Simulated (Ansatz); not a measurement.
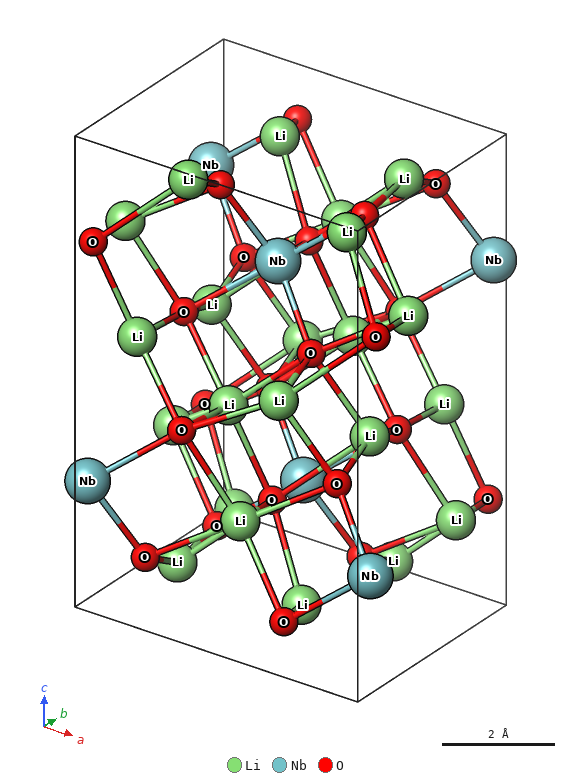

Structure drawing (ball-and-stick), viewed slightly off an axis. The frame is the conventional unit cell; atoms at its boundary are shown with their periodic copies.

Li$_{5}$NbO$_{5}$, space group C2/c (No. 15), a = 5.52 Å, b = 8.86 Å, c = 8.66 Å, α = 90.00°, β = 104.76°, γ = 90.00°.

Calculation details: DFT PBEsol, scalar-relativistic, plane waves, PAW in Ansatz 0.2.0; a cutoff energy of 420 eV, k-points about 0.23 Å⁻¹ apart, Gaussian smearing of 0.02 eV, no spin polarisation.

> Does it come out as a metal, or with a gap?

An insulator at this level, with a gap of 3.99 eV on the k-mesh (the true edges may lie between mesh points, so the gap can be somewhat smaller).

Origin of the cell: a structure listed in the Materials Project. It was relaxed at fixed volume with DFT PBEsol, scalar-relativistic, plane waves, PAW (Ansatz).

At this level of theory the run's own cell isn't at rest (compressed, at 9 GPa), so its distances can differ from those at equilibrium, the more so the softer the solid.
